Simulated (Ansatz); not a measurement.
## Ir (P6_3/mmc): the states at the Fermi level

```xyz
2
Lattice="2.7514 0.0000 0.0000 -1.3757 2.3828 0.0000 0.0000 0.0000 4.4623" Properties=species:S:1:pos:R:3 pbc="T T T"
Ir    1.3757    0.7943    3.3467
Ir    0.0000    1.5885    1.1156
```

All numbers here come from Ansatz 0.2.0, DFT LDA, scalar-relativistic, plane waves, PAW; levels and slopes on a dense k mesh at the converged density. No spin polarisation. k mesh for the levels: 30×30×16. The geometry was not relaxed (residual pressure −18 GPa). Sheets, masses and frequencies are those of this strained cell. The cell comes from a database of computed structures, not from a measurement.

## 1. The sheets

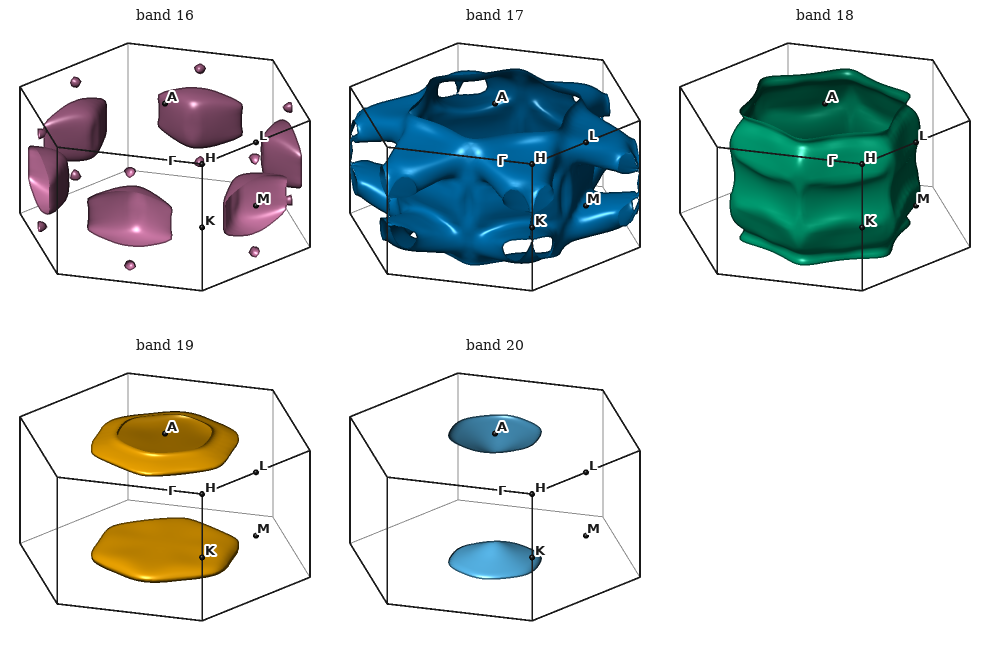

The figure shows the computed Fermi surface of this crystal. Each panel holds one band. The brighter face of a sheet looks towards empty states.

**Describe the Fermi surface sheet by sheet.**

Five bands cross the Fermi level; this is a three-dimensional metal.

Band 16: three hole pockets centred at M (each 2.1 % of the zone) and specks under 0.04 % of the zone, which the mesh doesn't resolve and which may come from the interpolation.
Band 17: a multiply connected open sheet, with filled and empty regions both running through the repeated zones in all directions (the band is filled at Γ, A and K and empty at H, M and L).
Band 18: one open electron tube parallel to Γ–A.
Band 19: one electron pocket centred at A (6.2 % of the zone).
Band 20: one electron pocket centred at A (1.2 % of the zone).
A pocket cut by a face of the zone is counted once with the part on the opposite face.

## 2. Speeds

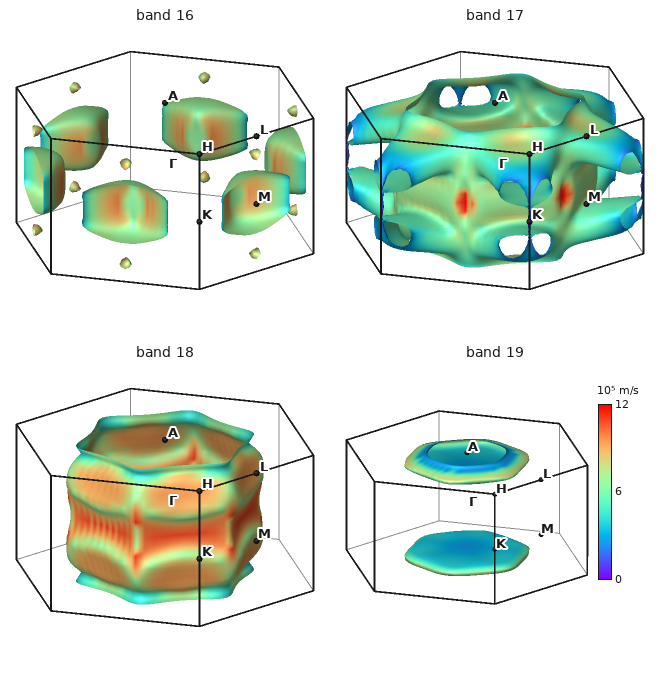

Fermi surface of this crystal (the four sheets of greatest area among five bands), coloured by the Fermi speed.

**Give the range and mean of the Fermi speed for each band.**

Band 16: 4.6 to 8.8 × 10⁵ m/s over most of the sheet, 7.0 × 10⁵ m/s on average over states. Band 17: 2.6 to 8.2 × 10⁵ m/s over most of the sheet, 5.3 × 10⁵ m/s on average over states. Band 18: 4.7 to 10 × 10⁵ m/s over most of the sheet, 7.8 × 10⁵ m/s on average over states. Band 19: 2.5 to 8.1 × 10⁵ m/s over most of the sheet, 4.2 × 10⁵ m/s on average over states.

**Which of these bands adds most to the density of states at the Fermi level?**

Band 17, with 1.1 of 2.4 states/eV per cell.

## 3. Cuts and bands

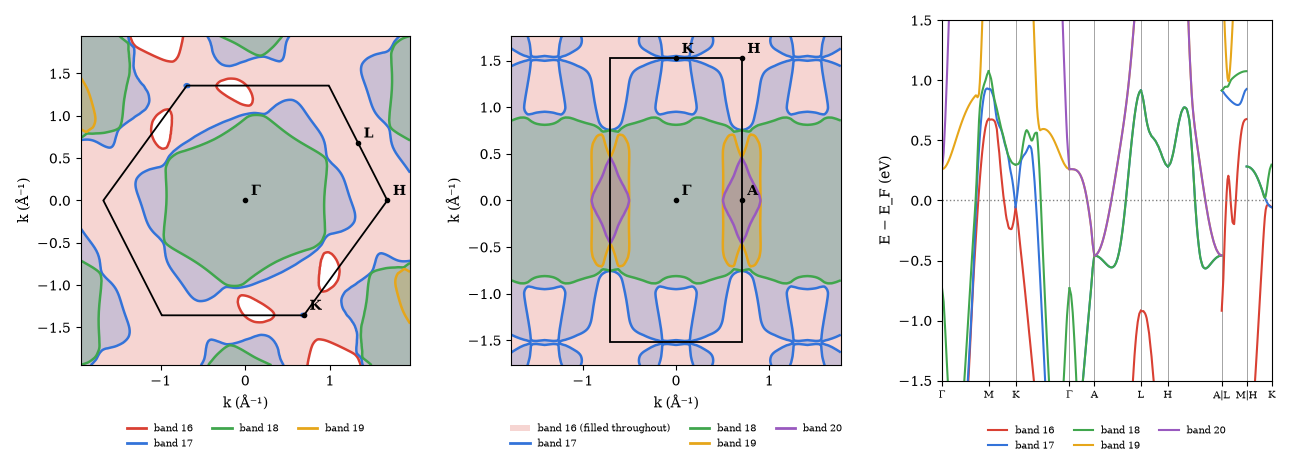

This crystal: cuts through the Fermi surface in the plane through Γ, H and L and the plane through Γ, A and K, filled states shaded, and the bands that cross the Fermi level.

**Give each band's level at the labelled points, in eV from the Fermi level.**

```csv
band,Γ,A,K,H,M,L
band 16,below,below,−0.06,below,+0.68,−0.92
band 17,below,−0.46,−0.06,+0.28,+0.93,+0.92
band 18,−0.73,−0.46,+0.30,+0.28,+1.08,+0.92
band 19,+0.26,−0.46,above,above,above,above
band 20,+0.26,−0.46,above,above,above,above
```

Negative values are filled states; "above" and "below" lie outside the plotted window.

Spin-orbit coupling is left out; with Ir it can split, shift or remove sheets. Necks and pockets thinner than about two mesh steps aren't resolved, so separate pockets may in truth be joined.

Time for the whole run: 25 s on 1 thread of Arm Neoverse V1, on a shared host, peak memory 0.48 GiB.
